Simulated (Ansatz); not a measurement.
```cif
data_structure
_symmetry_space_group_name_H-M 'P 1'
_symmetry_Int_Tables_number 1
_cell_length_a 5.1332
_cell_length_b 5.1332
_cell_length_c 23.2869
_cell_angle_alpha 90.000
_cell_angle_beta 90.000
_cell_angle_gamma 120.000
_cell_volume 531.40
loop_
_atom_site_label
_atom_site_type_symbol
_atom_site_fract_x
_atom_site_fract_y
_atom_site_fract_z
_atom_site_occupancy
Cu1 Cu 0.33333 0.16667 0.36501 1
Cu2 Cu 0.33333 0.66667 0.36501 1
Cu3 Cu 0.83333 0.16667 0.36501 1
Cu4 Cu 0.83333 0.66667 0.36501 1
Cu5 Cu 0.66667 0.33333 0.45500 1
Cu6 Cu 0.66667 0.83333 0.45500 1
Cu7 Cu 0.16667 0.33333 0.45500 1
Cu8 Cu 0.16667 0.83333 0.45500 1
Cu9 Cu 0.00000 0.50000 0.54368 1
Cu10 Cu 0.00000 0.00000 0.54368 1
Cu11 Cu 0.50000 0.50000 0.54368 1
Cu12 Cu 0.50000 0.00000 0.54368 1
Cu13 Cu 0.33333 0.66667 0.63241 1
Cu14 Cu 0.33333 0.16667 0.63241 1
Cu15 Cu 0.83333 0.66667 0.63241 1
Cu16 Cu 0.83333 0.16667 0.63241 1
```

Computed without spin polarisation.

Method: DFT PBE, scalar-relativistic, plane waves, PAW (Ansatz).

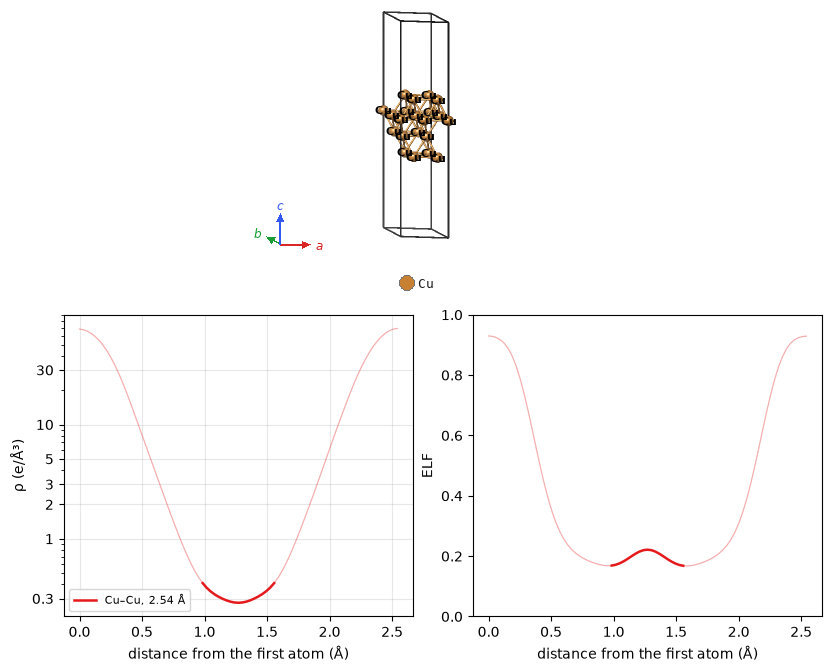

Cu (slab). Valence pseudo-density and electron localisation function along straight lines between neighbouring atoms. Thin, pale parts lie inside the atomic spheres. The structure is drawn too.

In a PAW calculation such maps are meaningful between the atoms, not at the nuclei.

What can be read from the curves?

Answer. Cu–Cu (2.54 Å): the density is about 0.28 e/Å³ at the midpoint; the ELF is about 0.20 at the midpoint: no localised pair shows between them.
